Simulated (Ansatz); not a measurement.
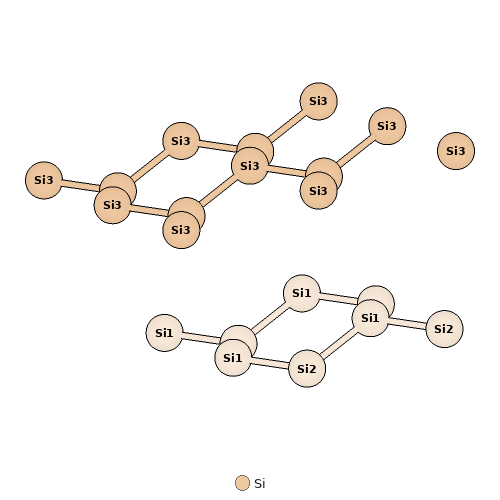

The system is a bilayer of two Si sheets of the honeycomb type (4 atoms in the cell); the picture shows the structure at the first grid point; the lower layer is drawn fainter. The upper layer of a bilayer is slid over the lower one; relaxed at each slide: nothing; the origin of the map has Si4 above Si1; the distance between the facing planes is held at 4.25 Å. Places are given modulo a cell vector. The map is drawn in real space over the plane of the slide. Grid: 6 × 6 points; 10 points were computed and 26 follow by symmetry. Energies are in meV/Å², from the lowest grid point. At a held distance the lowest stacking need not be the one that binds best once the distance relaxes. These are results of DFT PBE+D3(BJ), scalar-relativistic, plane waves, PAW (Ansatz), not measurements. Settings: cutoff 420 eV, k-mesh 9×9×1, gaussian smearing 0.1 eV, no spin polarisation.

Its coordinates:

```yaml
crystal:
  lattice:
    - [3.84720, 0.00000, 0.00000]
    - [-1.92360, 3.33177, 0.00000]
    - [0.00000, 0.00000, 18.44470]
  atoms:
    - { symbol: Si, position: [0.33334, 0.66667, 0.26958] }
    - { symbol: Si, position: [0.66667, 0.33334, 0.24397] }
    - { symbol: Si, position: [0.00000, 0.00001, 0.52561] }
    - { symbol: Si, position: [0.33334, 0.66667, 0.50000] }
```

Range: slide of the upper layer along the first cell vector from 0.000 to 0.833; slide of the upper layer along the second cell vector from 0.000 to 0.833.

Q: Predict the map.

A: The lowest grid point is at (0/6, 0/6) of the cell vectors. It is the only kind of minimum in the scanned range. The highest grid point, (2/6, 4/6) of the cell vectors, lies 2.68 meV/Å² above the lowest. On the interpolated surface the easiest way out of the lowest well to its copy in the next cell or period passes a barrier of about 2 meV/Å². Facing atoms of the upper layer at the lowest point: Si above Si; at the highest: Si above Si of a deeper plane.

| second ↓, first → | 0/6 | 1/6 | 2/6 | 3/6 | 4/6 | 5/6 |
| --- | --- | --- | --- | --- | --- | --- |
| 5/6 | 0.51 | 1.36 | 2.27 | 2.27 | 1.36 | 0.51 |
| 4/6 | 1.54 | 2.27 | 2.68 | 2.27 | 1.54 | 1.23 |
| 3/6 | 2.05 | 2.27 | 2.27 | 2.05 | 1.94 | 1.94 |
| 2/6 | 1.54 | 1.36 | 1.54 | 1.94 | 2.25 | 1.94 |
| 1/6 | 0.51 | 0.51 | 1.23 | 1.94 | 1.94 | 1.23 |
| 0/6 | 0.00 | 0.51 | 1.54 | 2.05 | 1.54 | 0.51 |

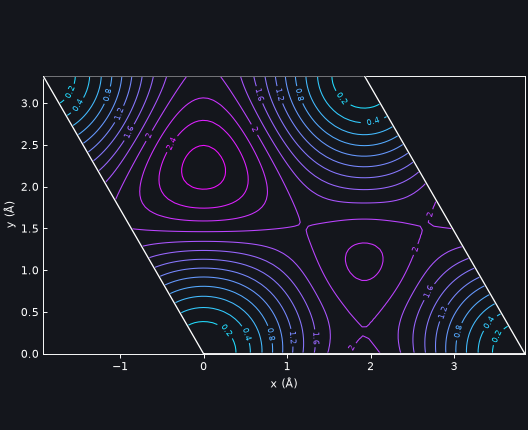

In the figure: contour lines labelled in meV/Å², the outline of one cell of the plane. Between grid points the surface is interpolated.

Each point was launched as `ansatz run input.yaml --threads 1 --pin off --max-ram 3072MiB --backend cpu --events-out ev --progress --plain --runs-dir out`. Time for the 10 points that were run: 34 s on 1 thread of AMD EPYC 9R45 96-Core Processor (Zen 5), on a shared host.
